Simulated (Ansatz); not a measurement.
**Energy of Ta$_{3}$N along a shift of atoms along one path**

System: Ta$_{3}$N (4 atoms in the cell).
Method: DFT PBE, scalar-relativistic, plane waves, PAW, no spin polarisation (Ansatz 0.2.0).

The 9 runs differ only in the geometry, by a shift of atoms along one path in a fixed cell. The shift s is measured from run 5: Ta2 moves along the Cartesian direction (0.00, −0.80, −0.60). The structure derives from a Materials Project entry.

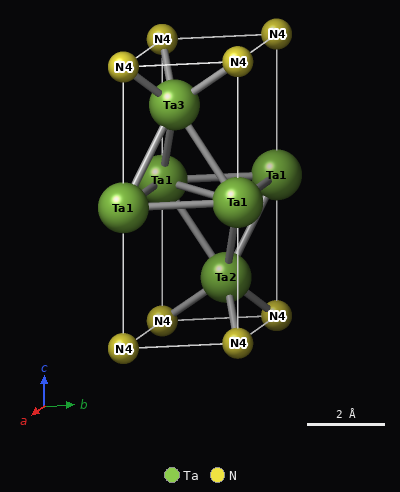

Figure 1. The structure of run 5 (ball-and-stick view of the cell of the calculation, seen slightly off an axis; atoms are numbered from 1 in the order of the input). An atom can appear more than once, as a periodic image.

## Input of run 5
```yaml
crystal:
  lattice:
    - [3.0217748255, 0.0, 0.0]
    - [-1.5108874128, 2.6169337634, 0.0]
    - [0.0, 0.0, 7.5575881873]
  atoms:
    - { symbol: Ta, position: [0.0, 0.0, 0.5] }
    - { symbol: Ta, position: [0.3363874085, 0.672774817, 0.1751855717] }
    - { symbol: Ta, position: [0.6666666667, 0.3333333333, 0.8264049453] }
    - { symbol: "N", position: [0.0, 0.0, 0.0] }
basis:
  ecutwfc: 420
kpoints:
  mp_grid: { grid: [18, 18, 6] }
hamiltonian:
  xc: pbe
scf:
  occupations: { method: gaussian, width: 0.15 }
output:
  forces: true
  stress: true
  eigenvalues: true
```

Command:
```bash
ansatz run input.yaml --threads 1 --pin off --max-ram 2560MiB --backend cpu --events-out ev --progress --plain --runs-dir out
```

Lattice vectors (Å) and fractional positions of run 5:
```
   3.021775    0.000000    0.000000
  -1.510887    2.616934    0.000000
   0.000000    0.000000    7.557588
Ta  0.000000  0.000000  0.500000
Ta  0.336387  0.672775  0.175186
Ta  0.666667  0.333333  0.826405
N   0.000000  0.000000  0.000000
```

Run 7 differs from it as follows:
```diff
-    - { symbol: Ta, position: [0.3363874085, 0.672774817, 0.1751855717] }
+    - { symbol: Ta, position: [0.3241711078, 0.6483422156, 0.1688235036] }
```

## Results, with one run withheld

```csv
run,shift s of Ta2 (Å),"free energy per atom, from the lowest run given (meV)",pressure (GPa),force along the path (eV/Å)
1,−0.0800,9.96,−0.60,0.789
2,−0.0600,6.35,−0.54,0.651
3,−0.0400,3.46,−0.45,0.504
4,−0.0200,1.32,−0.34,0.348
5,0.0000,0.00,−0.18,0.180
6,0.0600,1.45,0.50,−0.393
7,0.0800,?,?,?
8,0.1000,7.60,1.16,−0.847
9,0.1200,12.46,1.57,−1.101
```

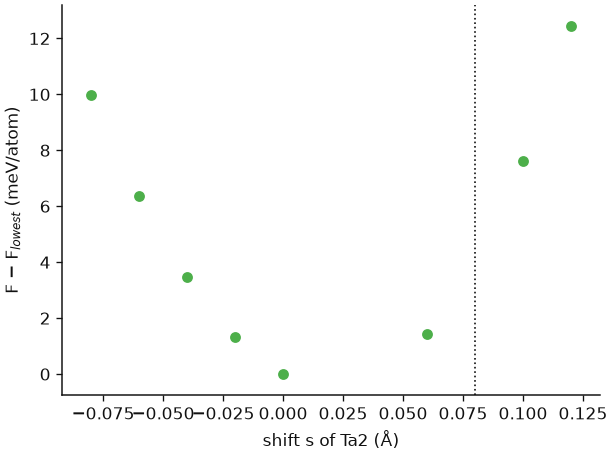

Figure 2. Free energy per atom of the runs given; the dotted line marks run 7.

What should run 7 give?

A cubic polynomial in the coordinate, fitted to the 8 runs given, misses them by at most 0.02 meV per atom. With x = s − 0.0100, it reads F = −0.36437 − 23.454 x + 1129.3 x² + 1298.1 x³ (meV per atom). At run 7 it gives 3.97 meV per atom, and the run itself gives 3.96. The slope of the fit gives a force −dF/ds of −0.615 eV/Å along the path (summed over the atoms that move), and the printed forces give −0.612 eV/Å. The fit has its minimum at s = 0.0202 Å.

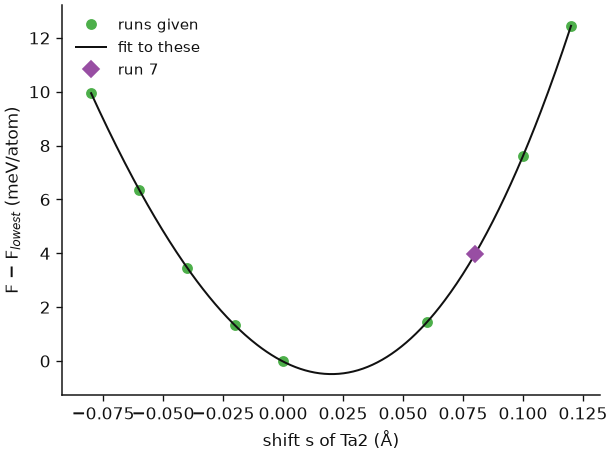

Figure 3. The fit and the withheld run.

## Output, shortened to warnings, some set-up lines, iterations and results (run 7)
```
Basis set: ecut = 420 eV, 1189 PW (Γ), exchange–correlation on 48×48×108 points (8 copies of the dense FFT grid, shifted against one another)
Symmetry: 2 space group operations
k-points: 524 of 1944 (time reversal used)
Initial density: superposition of atomic densities (neutral atoms: chi_scale 0, normalization atom), corrected by the library's trained network
[...]
SCF iter   1: F=—  HF=-30182.588903 eV  |F-HF|=—  |Δ(HF+E_count)|=         —  Δρ=8.07e-3  dr2=6.43e-2  ethr=1.77e-3  ⟨swp⟩=4.9  Hψ=58181  notcnv=0
SCF iter   2: F=—  HF=-30182.582605 eV  |F-HF|=—  |Δ(HF+E_count)|=   6.30e-3  Δρ=4.39e-3  dr2=8.49e-3  ethr=1.46e-4  ⟨swp⟩=1.0  Hψ=18340  notcnv=0
SCF iter   3: F=—  HF=-30182.581343 eV  |F-HF|=—  |Δ(HF+E_count)|=   1.26e-3  Δρ=1.86e-3  dr2=1.87e-3  ethr=1.93e-5  ⟨swp⟩=1.0  Hψ=14134  notcnv=0
SCF iter   4: F=—  HF=-30182.580917 eV  |F-HF|=—  |Δ(HF+E_count)|=   4.25e-4  Δρ=2.71e-4  dr2=5.52e-5  ethr=4.25e-6  ⟨swp⟩=2.2  Hψ=17965  notcnv=0
SCF iter   5: F=—  HF=-30182.580927 eV  |F-HF|=—  |Δ(HF+E_count)|=   9.76e-6  Δρ=1.28e-4  dr2=9.70e-6  ethr=1.25e-7  ⟨swp⟩=2.0  Hψ=19205  notcnv=0
SCF iter   6: F=—  HF=-30182.580925 eV  |F-HF|=—  |Δ(HF+E_count)|=   1.84e-6  Δρ=2.65e-5  dr2=1.01e-6  ethr=2.21e-8  ⟨swp⟩=2.0  Hψ=18750  notcnv=0
SCF iter   7: F=-30182.580925 eV  HF=-30182.580925 eV  |F-HF|=1.43e-8  |Δ(HF+E_count)|=   4.99e-8  Δρ=5.33e-6  dr2=2.38e-8  ethr=2.27e-10  ⟨swp⟩=3.5  Hψ=52575  notcnv=0
SCF 1 converged in 7 iterations: F = -30182.580925 eV  dr2 = 2.38e-8
SCF converged after 7 iterations
Free energy (F): -30182.580925 eV
Harris-Foulkes:  -30182.580925 eV  (|F-HF|=1.43e-8)
Internal energy: -30182.543182 eV  (E = F + TS)
E sigma→0 (E₀):  -30182.562053 eV
Entropy (-TS):   -0.037743 eV (-9.436 meV/atom)
Fermi energy:    18.908848 eV
--- Per-component energies (eV) ---
  E_band       = -299.179109
  E_kinetic    = 1229.583234
  E_local      = -1918.883202  (includes V_loc(G=0)·N_el)
  E_nonlocal   = 87.626057
  E_hartree    = 674.884929
  E_xc         = -716.090192
  E_vxc        = -689.399595  (∫ρ·V_xc dr)
  E_paw        = -25316.929311  (= ΣΔE_a)
  E_vpaw       = -357.875954  (= ΣTr[D̂ρ^β])
  E_aug_tail   = 0.000548  (compensation charges beyond the density's cutoff)
  E_ewald      = -4222.735244
  E_smearing   = -0.037743  (= −TS)
  E_closure    = 0.000000  (closes the sum)
  Σ components = -30182.580925   (vs F -30182.580925, Δ=0.00e0)
--- Forces (eV/Å), atoms counted from 1 ---
  atom   1  Ta     0.00000000    -0.00821582    -0.23289384
  atom   2  Ta    -0.00000000     0.32496414     0.58557872
  atom   3  Ta    -0.00000000     0.02453750    -0.06860807
  atom   4  N      0.00000000    -0.34128483    -0.28420877
  max |Σ_I F_I| component: 1.32e-4 eV/Å
--- Stress (GPa, compression-positive) ---
        0.568794      -0.000000      -0.000000
       -0.000000       1.670813       0.900126
       -0.000000       0.900126       0.192423
  P = ⅓ Tr σ = 0.8107 GPa (8.107 kbar)
```

Notes: Spin–orbit coupling is left out, which matters for Ta.
